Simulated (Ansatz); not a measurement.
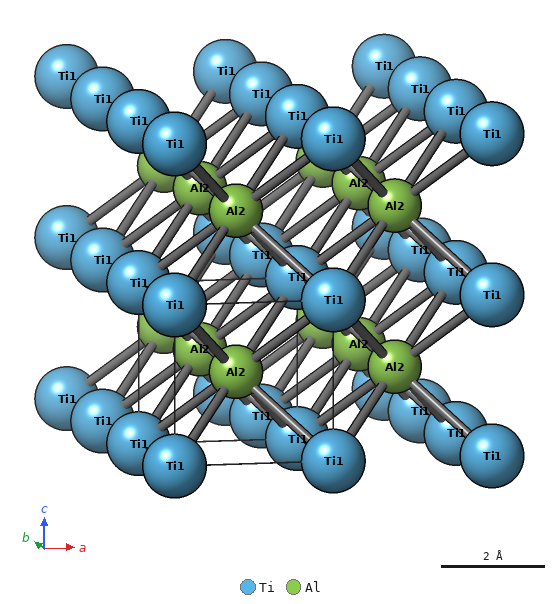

The starting point is a symmetric starting cell of TiAl. A ball-and-stick model of the cell of the calculation, repeated 2 × 3 × 2 with one cell outlined, seen slightly off an axis.

All numbers below come from DFT PBE, scalar-relativistic, plane waves, PAW (Ansatz 0.2.0). Settings: plane-wave cutoff 420 eV; k-point mesh 14 × 14 × 14; occupations gaussian; smearing width 0.1 eV; no spin polarisation.

The variant: All lengths are scaled by +0.6 % (volume +1.8 %), the atoms keeping their fractional coordinates. No relaxation follows. The starting cell wasn't computed here and needn't be at equilibrium, so pressure and forces aren't due to the change alone.

Question: What does the calculation give for the changed structure?

Answer: Some distances before and after: Al–Ti 2.753 → 2.769 Å. The space group stays Pm-3m (No. 221). The pressure is −1.2 GPa (not all of it need come from the change, since the unchanged cell can be under pressure at this level too). All forces vanish by symmetry.
